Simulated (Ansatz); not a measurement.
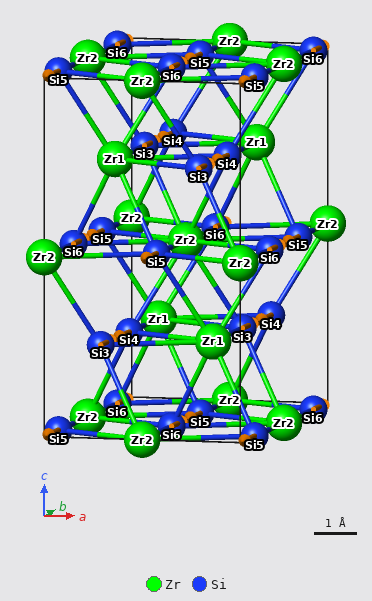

A relaxation of a crystal of ZrSi₂ (a generated structure, set up in Fddd) (coarse preliminary run). The starting structure is drawn; orange arrows show the displacements (the part carried along by the change of the cell is left out), 20 times their true length.

The picture is a ball-and-stick view of the conventional cell (4 times the calculation's cell), seen slightly off an axis. Lengths and directions refer to the drawn axes.

Case: Ti → Zr on all its sites, cell and atoms relaxed.

Level of theory: Ansatz, DFT PBEsol, scalar-relativistic, plane waves, PAW.

Input
```yaml
crystal:
  lattice:
    - [0.0, 4.1981371766, 4.3592317536]
    - [2.4431930744, 0.0, 4.3592317536]
    - [2.4431930744, 4.1981371766, 0.0]
  atoms:
    - { symbol: Zr, position: [0.75, 0.75, 0.75] }
    - { symbol: Zr, position: [0.5, 0.5, 0.5] }
    - { symbol: Si, position: [0.0861670623, 0.4138329377, 0.0861670623] }
    - { symbol: Si, position: [0.4138329377, 0.0861670623, 0.4138329377] }
    - { symbol: Si, position: [0.1638329377, 0.8361670623, 0.1638329377] }
    - { symbol: Si, position: [0.8361670623, 0.1638329377, 0.8361670623] }
basis:
  ecutwfc: 420
kpoints:
  mp_grid: { grid: [6, 6, 6] }
hamiltonian:
  xc: pbesol
scf:
  occupations: { method: gaussian, width: 0.1 }
output:
  forces: true
  stress: true
  eigenvalues: true
relax:
  adjacent_minimum: "off"
  f_tol: 0.05
  max_steps: 60
  cell: { stress_tol: 0.5 }
```

Run as
```bash
ansatz run input.yaml --threads 1 --pin off --max-ram 2560MiB --backend cpu --events-out ev --progress --plain --runs-dir out
```

### Which element moves most?

Silicon: up to 0.060 Å, against 0.000 Å for zirconium.

### What happened in the run?

The largest moves relative to the cell, 0.060 Å, are those of Si3, Si4, Si5 and Si6. Si4 goes along −b. Zr stays in place. Cell: a 4.886 → 5.072 Å (+3.8 %), b 8.396 → 8.606 Å (+2.5 %), c 8.718 → 8.902 Å (+2.1 %). Volume +8.6 %. Among the contacts that change: Zr1–Si3 2.823 → 2.954 Å, Zr1–Si5 2.601 → 2.684 Å, Zr1–Zr2 3.263 → 3.345 Å, Zr1–Si3 (another image) 2.804 → 2.873 Å. Among the angles between lasting bonds that change: Zr2–Si5–Zr2 121.2° → 124.0°, Zr1–Si5–Zr1 147.7° → 145.2°. The space group stays Fddd (No. 70). Over 4 accepted moves (5 points after the start) the energy falls by 59.0 meV per atom. The largest force component goes from 0.32 to 0.0066 eV/Å. Pressure: 14.08 GPa at the start and 0.06 GPa at the end. At 1 point the geometry stayed and the basis and grid were re-selected for the new cell (energy shift of 0.4 meV per atom at most each time).
